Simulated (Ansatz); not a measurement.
```cif
data_structure
_symmetry_space_group_name_H-M 'P 1'
_symmetry_Int_Tables_number 1
_cell_length_a 3.1244
_cell_length_b 3.1244
_cell_length_c 9.1267
_cell_angle_alpha 90.000
_cell_angle_beta 90.000
_cell_angle_gamma 90.000
_cell_volume 89.09
loop_
_atom_site_label
_atom_site_type_symbol
_atom_site_fract_x
_atom_site_fract_y
_atom_site_fract_z
_atom_site_occupancy
Ga1 Ga 0.50000 0.00000 0.34901 1
Ga2 Ga 0.00000 0.50000 0.65099 1
Ga3 Ga 0.50000 0.00000 0.84901 1
Ga4 Ga 0.00000 0.50000 0.15099 1
O1 O 0.50000 0.50000 0.00000 1
O2 O 0.00000 0.00000 0.50000 1
```

Space group P4₂/nmc; a generated structure, not necessarily the stable one.

Method: DFT PBE, scalar-relativistic, plane waves, PAW in Ansatz 0.2.0.

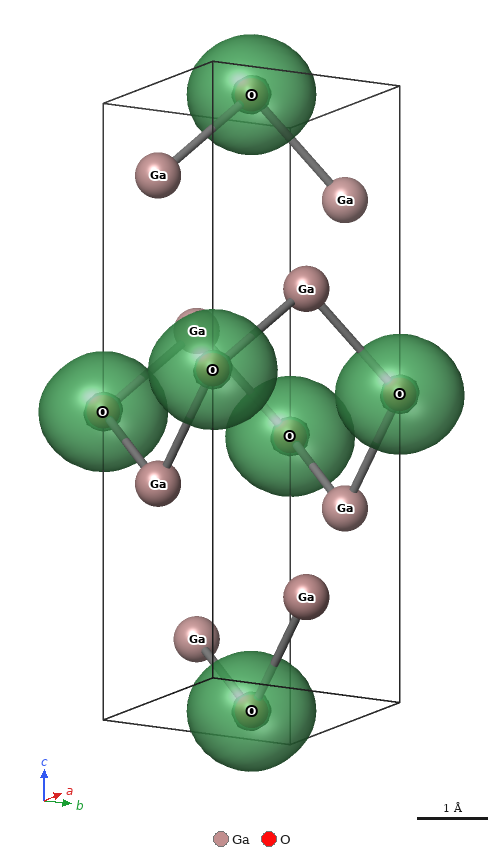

Ga$_{2}$O. Isosurface of the electron localisation function at 0.6 (green), seen at an oblique angle. Core shells and regions of very low density are left out. Sticks mark near contacts.

In a PAW calculation such maps are meaningful between the atoms, not at the nuclei.

> Describe the localisation domains.

The ELF exceeds this value in two regions wrapped around O (the valence shell of each), counted in one cell of 6 atoms. Regions shared between cells count once. Along the contacts the grid gives the following. Ga–O (2.08 Å): the ELF peaks at about 0.85 in the valence shell of O, 0.6 Å from its nucleus, and is about 0.30 at the midpoint; no shared electron pair shows on this line.

> Which way does charge flow, and how much by Bader's partition?

Electrons move from Ga towards O. Bader charges: Ga +0.62 and O −1.23 e.
